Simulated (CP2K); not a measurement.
```
Ba Ti O
1.0
     4.00600    0.00000    0.00000
     0.00000    4.00600    0.00000
     0.00000    0.00000    3.92588
Ba Ti O
1 1 3
Cartesian
  2.0030 2.0030 1.9629
  0.0000 0.0000 0.0000
  0.0000 0.0000 1.9629
  0.0000 2.0030 0.0000
  2.0030 0.0000 0.0000
```

Space group P4/mmm; changed on purpose from its base cell (strain c = -0.02); computed pressure about 8 GPa in this cell.

All numbers below come from CP2K, Kohn-Sham DFT of a periodic cell, PBE, GTH-PBE with UZH-DZVP basis.

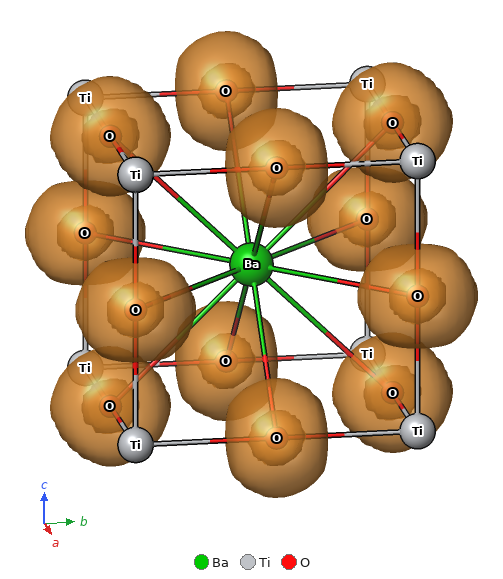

BaTiO$_{3}$. Isosurface of the ELF at 0.75 (orange), seen slightly off an axis. Only the valence region is drawn (cores and ρ < 0.01 e/Å³ removed). Sticks mark near contacts.

Core electrons are replaced by pseudopotentials, and the valence fields are smoothed inside the atomic spheres.

What do the ELF domains correspond to?

The surface consists of three regions wrapped around O (the valence shell of each), counted in one cell of 5 atoms. Any copies at cell faces, edges or corners count once. Along the contacts the grid gives the following. Ti–O (1.96 Å): the ELF peaks at about 0.85 in the valence shell of O, 0.5 Å from its nucleus, and drops to about 0.15 between the two atoms: no shared electron pair shows on this line. Ba–O (2.80 Å): the ELF is about 0.10 at the midpoint: a largely ionic contact.
